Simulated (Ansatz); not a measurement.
The Ansatz input:

```
crystal:
  lattice:
    - [3.3614136306, 0.0, 0.0]
    - [-1.6807068153, 4.666580683, 0.0]
    - [0.0, 0.0, 28.1627050363]
  atoms:
    - { symbol: As, position: [0.0746752992, 0.1493505985, 0.2663096457] }
    - { symbol: Nb, position: [0.4855068749, 0.9710137498, 0.3327077927] }
    - { symbol: As, position: [0.7695803233, 0.5391606466, 0.3537270741] }
    - { symbol: As, position: [0.0476396089, 0.0952792178, 0.4057778005] }
    - { symbol: Nb, position: [0.3317130573, 0.6634261147, 0.4267970818] }
    - { symbol: As, position: [0.742544633, 0.4850892659, 0.4931952288] }
    - { symbol: As, position: [0.4832852654, 0.9665705307, 0.5068047712] }
    - { symbol: Nb, position: [0.894116841, 0.788233682, 0.5732029182] }
    - { symbol: As, position: [0.1781902894, 0.3563805788, 0.5942221995] }
    - { symbol: As, position: [0.456249575, 0.9124991501, 0.6462729259] }
    - { symbol: Nb, position: [0.7403230235, 0.4806460469, 0.6672922073] }
    - { symbol: As, position: [0.1511545991, 0.3023091982, 0.7336903543] }
basis:
  ecutwfc: 420
kpoints:
  mp_grid: { grid: [11, 8, 1] }
hamiltonian:
  xc: pbesol
scf:
  occupations: { method: gaussian, width: 0.1 }
output:
  forces: true
  stress: true
  eigenvalues: true
  write_density: true
  write_potential: true
  elf: true
  volumetric_format: npy
efield:
  axis: 3
  dipole_correction: true
  ramp_width: 0.04
```

Command:
```bash
ansatz run input.yaml --threads 1 --pin off --max-ram 2560MiB --backend cpu --events-out ev --progress --plain --runs-dir out
```

What does the potential across the slab give for the work function?

The work function is 5.60 eV, the same on both faces. The two vacuum levels agree, so the slab has no net dipole along its normal. The outermost atoms are 13.2 Å apart, which leaves 15.0 Å of vacuum in a cell 28.2 Å high.

The atoms aren't at rest in this cell (largest force 0.6 eV/Å), so the relaxed material can differ.

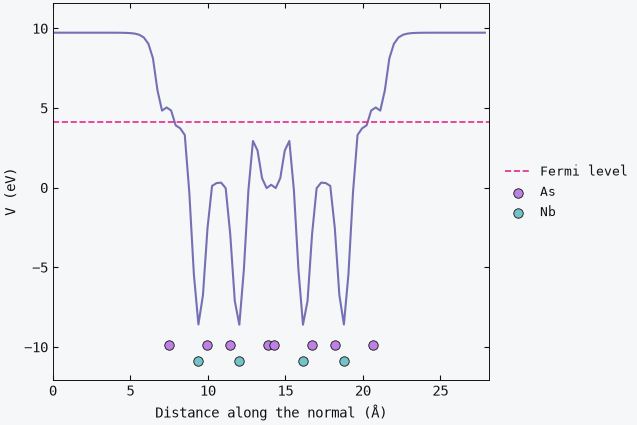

Plane-averaged electrostatic potential energy of an electron across the slab; circles at the bottom mark the heights of the atoms.
